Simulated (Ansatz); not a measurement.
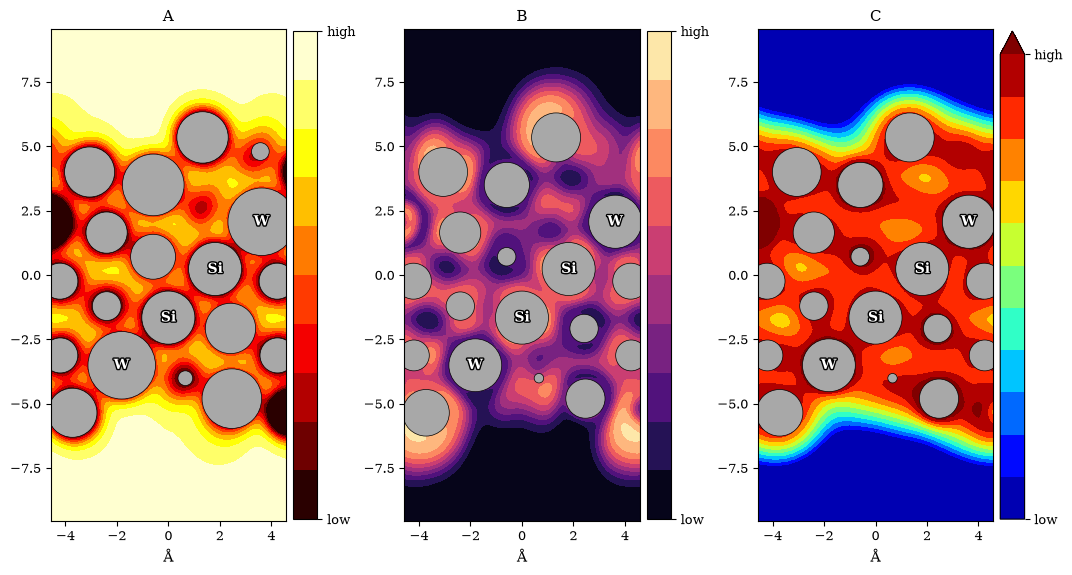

Si$_{2}$W (slab): 3 fields on the (11̄0) plane of the calculation cell, a cut from vacuum to vacuum, with unlabelled colour scales. Grey discs cover the atomic cores.

These are results of Ansatz, DFT r2SCAN, scalar-relativistic, plane waves, PAW, not measurements.

```cif
data_structure
_symmetry_space_group_name_H-M 'P 1'
_symmetry_Int_Tables_number 1
_cell_length_a 4.5149
_cell_length_b 6.4038
_cell_length_c 25.8328
_cell_angle_alpha 90.000
_cell_angle_beta 90.000
_cell_angle_gamma 80.211
_cell_volume 736.02
loop_
_atom_site_label
_atom_site_type_symbol
_atom_site_fract_x
_atom_site_fract_y
_atom_site_fract_z
_atom_site_occupancy
Si1 Si 0.11967 0.58189 0.29296 1
W1 W 0.66105 0.42171 0.31423 1
Si2 Si 0.19850 0.21836 0.32788 1
Si3 Si 0.75371 0.03880 0.34494 1
W2 W 0.29410 0.83774 0.36439 1
Si4 Si 0.84110 0.64867 0.37920 1
Si5 Si 0.39071 0.45089 0.40006 1
W3 W 0.93911 0.25892 0.41976 1
Si6 Si 0.48645 0.06470 0.43607 1
Si7 Si 0.03743 0.87207 0.45335 1
W4 W 0.58333 0.67958 0.47241 1
Si8 Si 0.13188 0.48564 0.49085 1
Si9 Si 0.68078 0.29122 0.50915 1
W5 W 0.22933 0.09728 0.52759 1
Si10 Si 0.77523 0.90478 0.54665 1
Si11 Si 0.32622 0.71215 0.56393 1
W6 W 0.87356 0.51794 0.58024 1
Si12 Si 0.42195 0.32597 0.59994 1
Si13 Si 0.97157 0.12818 0.62080 1
W7 W 0.51856 0.93912 0.63561 1
Si14 Si 0.05895 0.73806 0.65506 1
Si15 Si 0.61416 0.55849 0.67212 1
W8 W 0.15161 0.35515 0.68577 1
Si16 Si 0.69299 0.19496 0.70704 1
```

Q: Match the panels to the quantities (electron localisation function, electrostatic potential energy of an electron and valence pseudo-density).

A: Panel A: electrostatic potential energy of an electron (low next to the atoms, rising into the space between them). Panel B: electron localisation function. Panel C: valence pseudo-density.
